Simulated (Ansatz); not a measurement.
Pt: geometry relaxation (part 1 of 2)

The run: geometry relaxation of Pt (slab, 4 atoms in the cell). Method and program: DFT PBE, scalar-relativistic, plane waves, PAW, no spin polarisation (Ansatz 0.2.0).

The structure derives from an entry of the Crystallography Open Database. The input holds or restrains some coordinates. Figures and captions count atoms from 1; the log counts them from 0 in places.

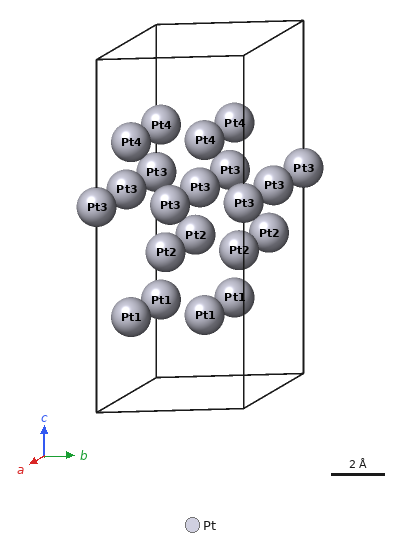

Figure 1. The structure as given in the input (spheres-only view of the 2 × 2 repeat of the cell, with the vacuum cut short, seen slightly off an axis; atoms are numbered from 1 in the order of the input).

Key numbers

```json
{"quantity": "outcome", "value": "converged under the restraints of the input"}
{"quantity": "electrons treated", "value": "72"}
{"quantity": "free energy", "value": "−50090.8436 eV"}
{"quantity": "work function, top face", "value": "5.72 eV"}
{"quantity": "work function, bottom face", "value": "5.71 eV"}
{"quantity": "Fermi energy", "value": "4.998 eV"}
{"quantity": "gap on the k-point mesh", "value": "none (metallic)"}
{"quantity": "final volume", "value": "162.96 Å³"}
{"quantity": "work function (upper face)", "value": "5.72 eV"}
{"quantity": "largest force (length of the vector) at the end, held atoms and coordinates included", "value": "0.047 eV/Å"}
{"quantity": "hardware", "value": "1 thread of Arm Neoverse V1, 24 GiB of memory available, shared host"}
{"quantity": "wall time", "value": "49 s"}
{"quantity": "peak memory", "value": "0.4 GiB"}
```

The program warns: the exchange-correlation potential is rough where the density is thin. Spin–orbit coupling is left out, which matters for Pt.

Input file
```yaml
crystal:
  lattice:
    - [2.8072945034, 0.0, 0.0]
    - [-1.4036472517, 2.4311883559, 0.0]
    - [0.0, 0.0, 23.8764390911]
  atoms:
    - { symbol: Pt, position: [0.6666666667, 0.3333333333, 0.3559994842] }
    - { symbol: Pt, position: [0.3333333333, 0.6666666667, 0.4519998281] }
    - { symbol: Pt, position: [0.0, 0.0, 0.5480001719] }
    - { symbol: Pt, position: [0.6666666667, 0.3333333333, 0.6440005158] }
basis:
  ecutwfc: 420
kpoints:
  mp_grid: { grid: [12, 12, 1] }
hamiltonian:
  xc: pbe
scf:
  occupations: { method: gaussian, width: 0.1 }
output:
  forces: true
  eigenvalues: true
  write_density: true
  write_potential: true
  elf: true
  volumetric_format: npy
relax:
  adjacent_minimum: "off"
  f_tol: 0.03
  max_steps: 70
  constraints: [{ sites: [0, 1] }]
efield:
  axis: 3
  dipole_correction: true
```

Launch command:
```bash
ansatz run input.yaml --threads 1 --pin off --max-ram 2560MiB --backend cpu --events-out ev --progress --plain --runs-dir out
```

Log
```
Engine: ansatz 0.2.0, aarch64-unknown-linux-gnu
Pseudopotentials: kind: paw
Pseudopotential: Pt, paw, valence charge 18, recommended cutoff 420 eV (normal), Pt.paw.azcp
Functional definition: PBE
  parameter kappa = 0.804
  parameter beta = 0.06672455060314922
  exchange = pbe_x(kappa = kappa, mu = beta*pi^2/3)
  correlation = pbe_c(beta = beta)
Crystal: 4 atoms, lattice volume = 162.958 Å³
Basis set: ecut = 420 eV, 3211 PW (Γ), exchange–correlation on 40×40×320 points (8 copies of the dense FFT grid, shifted against one another)
Bands: 44, of which v1, the nominal top of the filled ones, is band 36 counted from 1 (35 counted from 0)
Symmetry: 6 space group operations
k-points: 19 of 144 (time reversal used)
Non-local potential: Pt, projectors of the file, l = 0: 3, l = 1: 2, l = 2: 2, l = 3: 1
PAW form: soft (Blöchl's): semilocal exchange-correlation on the pseudo side does not see the compensation charge
PAW one-centre angular grid: Pt, 590 points (default); XC on 64 Gauss nodes
Initial density: superposition of atomic densities (neutral atoms: chi_scale 0, normalization atom), corrected by the library's trained network
Initial wavefunctions: pseudopotential atomic-orbital guess
Functional: x = pbe(κ = 0.804, μ = 0.2195149727645171), c = pbe(β = 0.06672455060314922)
SCF iter   1: F=—  HF=-50090.852886 eV  |F-HF|=—  |Δ(HF+E_count)|=         —  Δρ=7.01e-3  dr2=4.20e-1  ethr=1.77e-3  p=-0.000 e·Å  D=-2.44e-14 V/Å  ΔV_dip=0.00 eV  dr2_dipole=1.23e-10  V_vac-E_F(+/−)=5.26/5.26 eV  ⟨swp⟩=8.5  Hψ=3745  notcnv=0  defer=5
efield: sawtooth ramp at fractional position 0.9500 (placed from the atoms, in the widest stretch of the axis that holds none; the zero of the levels goes with the place), width 0.1000; the density the first Hamiltonian is built on has a dipole p = -0.000 e·Å; the dipole correction subtracts the counter field D = -2.44e-14 V/Å, which shifts the + side's vacuum level by +0.00 eV against the − side's; the planar-averaged density in the ramp window peaks in size at 1.1e-5 e/Å³
preconditioner: auto → LDOS  [metal: Δε(μ)=0.014 eV  Ē_g=7.493 eV  σ=0.100 eV  W_gap=0.08  n_scr=18 (ndim 8)  ℏωp=18.4 eV  f_vac=0.564  D(μ)=6.00/eV (n_scr^D=18)  β→1.0]
SCF iter   2: F=—  HF=-50090.850837 eV  |F-HF|=—  |Δ(HF+E_count)|=   2.05e-3  Δρ=4.19e-3  dr2=5.32e-2  ethr=5.84e-4  p=0.000 e·Å  D=1.19e-5 V/Å  ΔV_dip=-0.00 eV  dr2_dipole=3.54e-7  V_vac-E_F(+/−)=5.92/5.92 eV  ⟨swp⟩=2.6  Hψ=1166  notcnv=0  defer=37
SCF iter   3: F=—  HF=-50090.843204 eV  |F-HF|=—  |Δ(HF+E_count)|=   7.63e-3  Δρ=1.60e-3  dr2=3.51e-2  ethr=7.39e-5  p=0.000 e·Å  D=6.02e-6 V/Å  ΔV_dip=-0.00 eV  dr2_dipole=1.10e-8  V_vac-E_F(+/−)=5.66/5.66 eV  ⟨swp⟩=2.1  Hψ=1276  notcnv=0  defer=37
SCF iter   4: F=—  HF=-50090.841590 eV  |F-HF|=—  |Δ(HF+E_count)|=   1.61e-3  Δρ=7.03e-4  dr2=5.68e-3  ethr=4.88e-5  p=-0.000 e·Å  D=-6.83e-6 V/Å  ΔV_dip=0.00 eV  dr2_dipole=3.98e-8  V_vac-E_F(+/−)=5.72/5.72 eV  ⟨swp⟩=2.3  Hψ=1094  notcnv=0  defer=37
SCF iter   5: F=—  HF=-50090.841318 eV  |F-HF|=—  |Δ(HF+E_count)|=   2.72e-4  Δρ=3.69e-4  dr2=2.86e-4  ethr=7.89e-6  p=0.000 e·Å  D=1.85e-5 V/Å  ΔV_dip=-0.00 eV  dr2_dipole=1.37e-8  V_vac-E_F(+/−)=5.73/5.73 eV  ⟨swp⟩=2.2  Hψ=1071  notcnv=0  defer=30
SCF iter   6: F=-50090.841309 eV  HF=-50090.841315 eV  |F-HF|=5.94e-6  |Δ(HF+E_count)|=   3.06e-6  Δρ=8.53e-5  dr2=1.82e-5  ethr=3.12e-8  p=-0.000 e·Å  D=-5.40e-6 V/Å  ΔV_dip=0.00 eV  dr2_dipole=4.28e-10  V_vac-E_F(+/−)=5.72/5.72 eV  ⟨swp⟩=20.1  Hψ=9162  notcnv=0
SCF 1 converged in 6 iterations: F = -50090.841309 eV  dr2 = 1.82e-5
  greatest PAW one-centre occupation: 1.000 electrons in one spin orbital (limit 2), on the Pt atom at site 2 (counted from 0), in its partial waves of l = 0
relax step   1: F+E_penalty+E_count = -50090.84130881 eV  Δ(F+E_penalty+E_count) = +0.000e0 eV  max|allowed force component| = 2.109e-1 eV/Å  Δτ_max = 0.0000 Å  (6 SCF iters, dr2 threshold 2.25e-5 eV, accepted)
Initial density: handed on by an earlier stage of this run
Initial wavefunctions: those handed on with the density
iter 1 solved again at ethr=1.85e-5 eV; its pass at ethr=3.10e-3 eV (dr2=1.33e-2 eV) is discarded
SCF iter   1: F=—  HF=-50090.841989 eV  |F-HF|=—  |Δ(HF+E_count)|=         —  Δρ=3.97e-3  dr2=1.36e-2  ethr=1.85e-5  p=-0.000 e·Å  D=-5.67e-6 V/Å  ΔV_dip=0.00 eV  dr2_dipole=6.83e-4  V_vac-E_F(+/−)=5.70/5.70 eV  ⟨swp⟩=2.0  Hψ=3049  notcnv=0  defer=36
efield: sawtooth ramp at fractional position 0.9500 (handed on by an earlier solve), width 0.1000; the density the first Hamiltonian is built on has a dipole p = -0.000 e·Å; the dipole correction subtracts the counter field D = -5.67e-6 V/Å, which shifts the + side's vacuum level by +0.00 eV against the − side's; the planar-averaged density in the ramp window peaks in size at 2.7e-6 e/Å³
preconditioner: auto → LDOS  [metal: Δε(μ)=0.056 eV  Ē_g=7.577 eV  σ=0.100 eV  W_gap=0.29  n_scr=18 (ndim 8)  ℏωp=18.4 eV  f_vac=0.565  D(μ)=6.57/eV (n_scr^D=50)  β→1.0]
SCF iter   2: F=—  HF=-50090.841805 eV  |F-HF|=—  |Δ(HF+E_count)|=   1.85e-4  Δρ=1.72e-3  dr2=1.02e-2  ethr=1.85e-5  p=-0.003 e·Å  D=-3.65e-3 V/Å  ΔV_dip=0.09 eV  dr2_dipole=2.39e-3  V_vac-E_F(+/−)=5.79/5.70 eV  ⟨swp⟩=2.1  Hψ=1340  notcnv=0  defer=36
SCF iter   3: F=—  HF=-50090.839753 eV  |F-HF|=—  |Δ(HF+E_count)|=   2.05e-3  Δρ=4.57e-4  dr2=1.66e-3  ethr=1.41e-5  p=0.001 e·Å  D=6.49e-4 V/Å  ΔV_dip=-0.02 eV  dr2_dipole=1.43e-4  V_vac-E_F(+/−)=5.69/5.70 eV  ⟨swp⟩=2.0  Hψ=1288  notcnv=0  defer=36
SCF iter   4: F=—  HF=-50090.839611 eV  |F-HF|=—  |Δ(HF+E_count)|=   1.41e-4  Δρ=1.87e-4  dr2=2.23e-4  ethr=2.31e-6  p=-0.000 e·Å  D=-1.90e-4 V/Å  ΔV_dip=0.00 eV  dr2_dipole=1.58e-5  V_vac-E_F(+/−)=5.71/5.70 eV  ⟨swp⟩=2.1  Hψ=1096  notcnv=0  defer=36
SCF iter   5: F=—  HF=-50090.839603 eV  |F-HF|=—  |Δ(HF+E_count)|=   7.99e-6  Δρ=8.87e-5  dr2=1.01e-4  ethr=3.10e-7  p=-0.000 e·Å  D=-2.14e-4 V/Å  ΔV_dip=0.01 eV  dr2_dipole=3.03e-6  V_vac-E_F(+/−)=5.71/5.70 eV  ⟨swp⟩=2.3  Hψ=1190  notcnv=0  defer=36
SCF iter   6: F=—  HF=-50090.839599 eV  |F-HF|=—  |Δ(HF+E_count)|=   4.59e-6  Δρ=3.97e-5  dr2=1.54e-5  ethr=1.41e-7  p=-0.000 e·Å  D=-3.60e-4 V/Å  ΔV_dip=0.01 eV  dr2_dipole=3.88e-7  V_vac-E_F(+/−)=5.71/5.70 eV  ⟨swp⟩=1.8  Hψ=1006  notcnv=0  defer=36
iter 7 did not close the SCF: its close was put off until two iterations running show no level that it waits for move by more than its bar (scf_convergence_deferred on its scf_iter line)
SCF iter   7: F=-50090.839599 eV  HF=-50090.839599 eV  |F-HF|=6.09e-8  |Δ(HF+E_count)|=   3.06e-8  Δρ=1.63e-5  dr2=2.58e-7  ethr=3.86e-9  p=-0.000 e·Å  D=-3.70e-4 V/Å  ΔV_dip=0.01 eV  dr2_dipole=4.46e-13  V_vac-E_F(+/−)=5.71/5.70 eV  ⟨swp⟩=18.6  Hψ=8103  notcnv=0
SCF iter   8: F=-50090.839599 eV  HF=-50090.839599 eV  |F-HF|=8.14e-8  |Δ(HF+E_count)|=   1.56e-7  Δρ=4.72e-6  dr2=1.17e-7  ethr=3.59e-10  p=-0.000 e·Å  D=-3.70e-4 V/Å  ΔV_dip=0.01 eV  dr2_dipole=2.78e-8  V_vac-E_F(+/−)=5.71/5.70 eV  ⟨swp⟩=10.9  Hψ=6548  notcnv=0
SCF 2 converged in 8 iterations: F = -50090.839599 eV  dr2 = 1.17e-7
  greatest PAW one-centre occupation: 1.000 electrons in one spin orbital (limit 2), on the Pt atom at site 1 (counted from 0), in its partial waves of l = 0
relax step   2: F+E_penalty+E_count = -50090.83959884 eV  Δ(F+E_penalty+E_count) = +1.710e-3 eV  max|allowed force component| = 3.031e-1 eV/Å  Δτ_max = 0.0586 Å  (8 SCF iters, dr2 threshold 2.78e-6 eV, rejected (line search))
SCF iter   1: F=—  HF=-50090.844220 eV  |F-HF|=—  |Δ(HF+E_count)|=         —  Δρ=1.97e-3  dr2=5.14e-3  ethr=4.60e-5  p=-0.000 e·Å  D=-3.69e-4 V/Å  ΔV_dip=0.01 eV  dr2_dipole=1.19e-3  V_vac-E_F(+/−)=5.72/5.71 eV  ⟨swp⟩=2.9  Hψ=1870  notcnv=0  defer=42
efield: sawtooth ramp at fractional position 0.9500 (handed on by an earlier solve), width 0.1000; the density the first Hamiltonian is built on has a dipole p = -0.000 e·Å; the dipole correction subtracts the counter field D = -3.69e-4 V/Å, which shifts the + side's vacuum level by +0.01 eV against the − side's; the planar-averaged density in the ramp window peaks in size at 2.1e-6 e/Å³
preconditioner: auto → LDOS  [metal: Δε(μ)=0.012 eV  Ē_g=7.578 eV  σ=0.100 eV  W_gap=0.07  n_scr=18 (ndim 8)  ℏωp=18.4 eV  f_vac=0.565  D(μ)=6.54/eV (n_scr^D=50)  β→1.0]
SCF iter   2: F=—  HF=-50090.844135 eV  |F-HF|=—  |Δ(HF+E_count)|=   8.49e-5  Δρ=8.42e-4  dr2=2.24e-3  ethr=7.14e-6  p=0.001 e·Å  D=1.52e-3 V/Å  ΔV_dip=-0.04 eV  dr2_dipole=5.33e-4  V_vac-E_F(+/−)=5.68/5.72 eV  ⟨swp⟩=2.2  Hψ=1585  notcnv=0  defer=42
SCF iter   3: F=—  HF=-50090.843698 eV  |F-HF|=—  |Δ(HF+E_count)|=   4.37e-4  Δρ=2.64e-4  dr2=6.53e-4  ethr=3.11e-6  p=-0.001 e·Å  D=-8.20e-4 V/Å  ΔV_dip=0.02 eV  dr2_dipole=1.33e-4  V_vac-E_F(+/−)=5.73/5.71 eV  ⟨swp⟩=2.0  Hψ=1297  notcnv=0  defer=42
SCF iter   4: F=—  HF=-50090.843649 eV  |F-HF|=—  |Δ(HF+E_count)|=   4.97e-5  Δρ=1.06e-4  dr2=9.70e-5  ethr=9.08e-7  p=-0.000 e·Å  D=-3.08e-4 V/Å  ΔV_dip=0.01 eV  dr2_dipole=1.94e-5  V_vac-E_F(+/−)=5.72/5.71 eV  ⟨swp⟩=2.0  Hψ=1063  notcnv=0  defer=42
SCF iter   5: F=—  HF=-50090.843626 eV  |F-HF|=—  |Δ(HF+E_count)|=   2.29e-5  Δρ=4.34e-5  dr2=2.86e-5  ethr=1.35e-7  p=-0.000 e·Å  D=-2.15e-4 V/Å  ΔV_dip=0.01 eV  dr2_dipole=2.40e-6  V_vac-E_F(+/−)=5.72/5.71 eV  ⟨swp⟩=1.7  Hψ=905  notcnv=0  defer=42
SCF iter   6: F=—  HF=-50090.843625 eV  |F-HF|=—  |Δ(HF+E_count)|=   8.01e-7  Δρ=1.96e-5  dr2=3.54e-6  ethr=3.98e-8  p=-0.000 e·Å  D=-1.22e-4 V/Å  ΔV_dip=0.00 eV  dr2_dipole=2.56e-8  V_vac-E_F(+/−)=5.71/5.71 eV  ⟨swp⟩=1.9  Hψ=993  notcnv=0  defer=42
SCF iter   7: F=—  HF=-50090.843625 eV  |F-HF|=—  |Δ(HF+E_count)|=   1.85e-7  Δρ=8.03e-6  dr2=1.98e-7  ethr=4.91e-9  p=-0.000 e·Å  D=-1.26e-4 V/Å  ΔV_dip=0.00 eV  dr2_dipole=2.04e-8  V_vac-E_F(+/−)=5.71/5.71 eV  ⟨swp⟩=1.9  Hψ=997  notcnv=0  defer=42
SCF iter   8: F=-50090.843625 eV  HF=-50090.843625 eV  |F-HF|=6.99e-8  |Δ(HF+E_count)|=   4.72e-8  Δρ=3.02e-6  dr2=7.93e-8  ethr=1.39e-10  p=-0.000 e·Å  D=-1.21e-4 V/Å  ΔV_dip=0.00 eV  dr2_dipole=2.56e-8  V_vac-E_F(+/−)=5.71/5.71 eV  ⟨swp⟩=18.6  Hψ=6944  notcnv=0
SCF 3 converged in 8 iterations: F = -50090.843625 eV  dr2 = 7.93e-8
relax step   3: F+E_penalty+E_count = -50090.84362500 eV  Δ(F+E_penalty+E_count) = -2.316e-3 eV  max|allowed force component| = 1.152e-2 eV/Å  Δτ_max = 0.0284 Å  (8 SCF iters, accepted)
```

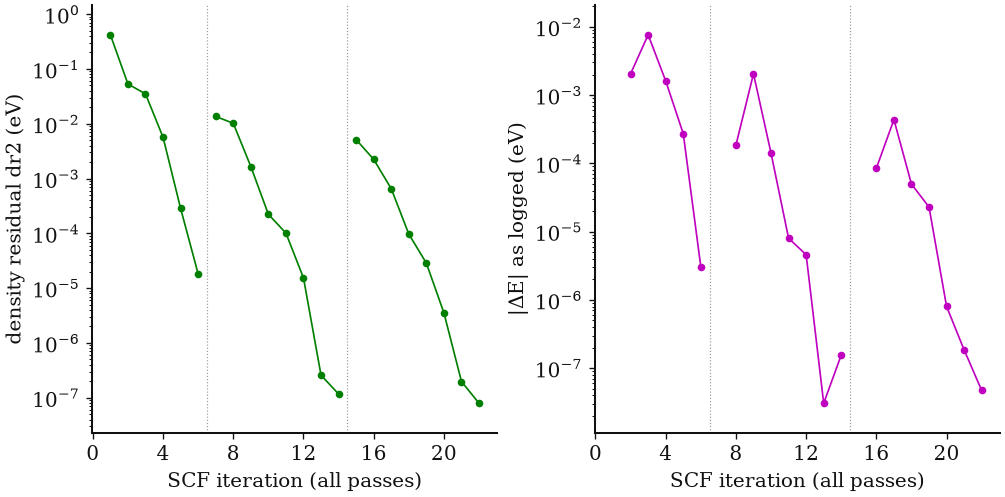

Figure 2. Convergence of the self-consistent field: density residual dr2 and size of the energy change against the SCF iteration. The dotted lines part the SCF passes of the relaxation: geometry steps, rejected trials and re-solves on a re-selected basis. The passes take 6, 8 and 8 iterations.

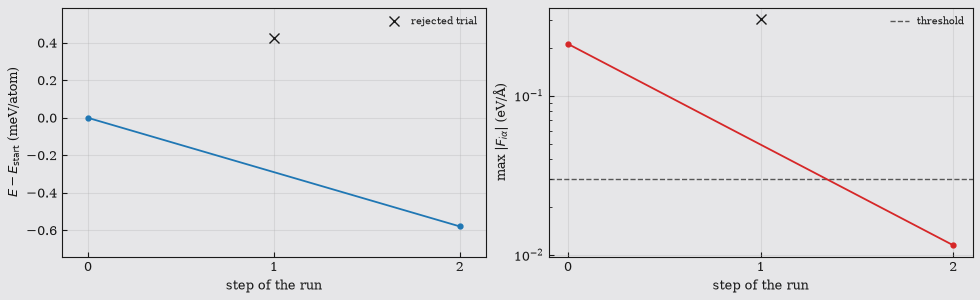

Figure 3. Progress of the restrained relaxation, step by step (the first geometry is step 0 here and step 1 in the log).
